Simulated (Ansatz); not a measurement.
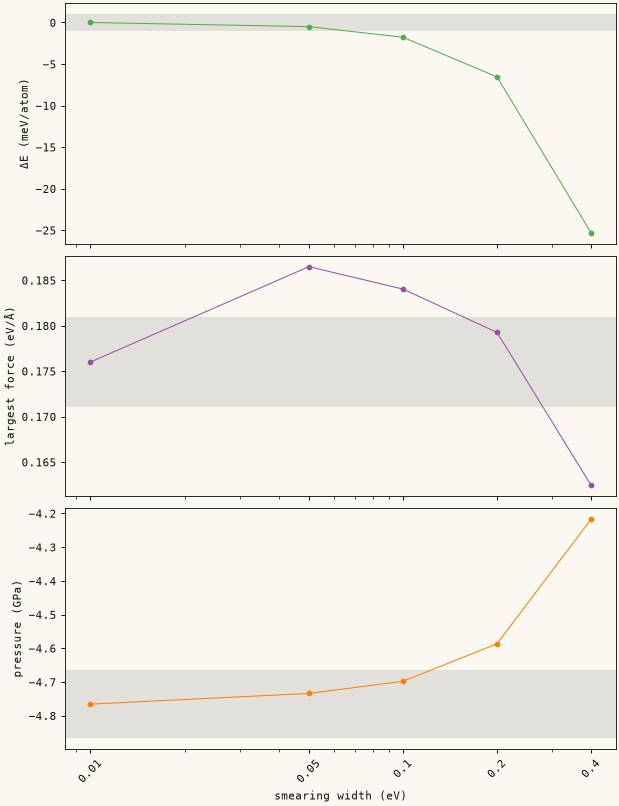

Scan of the smearing width.
System: Ti2C (R-3m, 3 atoms in the cell).
Method: DFT PBEsol, scalar-relativistic, plane waves, PAW in Ansatz 0.2.0; cutoff 420 eV, 9×9×9 k-mesh, Gaussian smearing.
ΔE is the free energy less its value at the smallest setting, 0.01 eV.
Dashed lines or grey bands mark the tolerance: 1 meV/atom, 0.005 eV/Å and 0.1 GPa.
The atoms sit off their equilibrium sites.

Q: From which setting is the free energy converged to 1 meV/atom?

A: The free energy is within 1 meV/atom of the smallest setting's value from 0.05 eV down. It is off by −25 meV/atom at 0.4 eV, −6.6 meV/atom at 0.2 eV and −1.8 meV/atom at 0.1 eV. The free energy falls with the width because it holds the −TS term of the fractional occupations.

Q: How does the largest force behave (tolerance 0.005 eV/Å)?

A: The largest force at the last setting but one, 0.05 eV, is still more than 0.005 eV/Å from the smallest setting's value, so the scan doesn't show it converged. The closer agreement at 0.2 eV is by chance. It is 0.162 eV/Å at 0.4 eV, 0.184 eV/Å at 0.1 eV, 0.186 eV/Å at 0.05 eV and 0.176 eV/Å at 0.01 eV.

Q: How does the pressure behave (tolerance 0.1 GPa)?

A: The pressure is within 0.1 GPa of the smallest setting's value from 0.1 eV down. It is −4.22 GPa at 0.4 eV, −4.59 GPa at 0.2 eV and −4.77 GPa at 0.01 eV.
